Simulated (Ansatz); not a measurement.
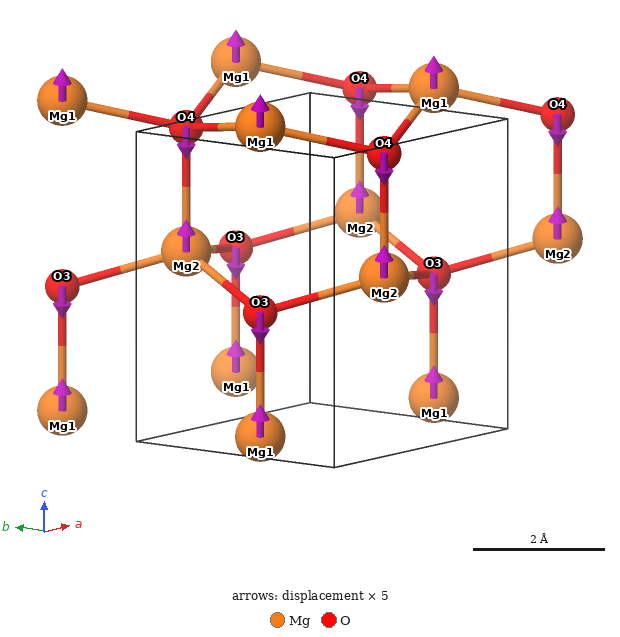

A symmetric starting cell of MgO. The purple arrows show how the atoms are displaced (without the part that the change of the cell carries along), magnified 5 times. Besides, the cell is strained by +4.7 % along c and +3.2 % across it (volume +11.4 %). The picture is a ball-and-stick view of the cell of the calculation, repeated 2 × 2 × 1 with one cell outlined, seen from a free direction.

These are results of DFT PBE, scalar-relativistic, plane waves, PAW (Ansatz 0.2.0), not measurements. Settings: plane-wave cutoff 420 eV; k-point mesh 9 × 9 × 6; occupations gaussian; smearing width 0.02 eV; no spin polarisation.

**How are the atoms displaced, and what does the calculation give?**

Atoms are displaced by 0.10 Å relative to the cell: Mg2 0.10 Å along +c, O4 0.10 Å along −c. No relaxation follows. The starting cell wasn't computed here and needn't be at equilibrium, so pressure and forces aren't due to the change alone. The pressure is −4.8 GPa (not all of it need come from the change, since the unchanged cell can be under pressure at this level too). The principal stresses (compression positive) are 6.5 GPa along c and −10.5 GPa across it. The largest forces, 1.5 eV/Å, act on Mg1, Mg2, O3 and O4; on Mg1 it points along −c. The forces point straight back along the displacements (cosine −1.00). Near-neighbour distances before and after: Mg–O 1.973 → 2.101 Å, Mg–O 1.995 → 1.878 Å. The space group stays P6_3mc (No. 186).
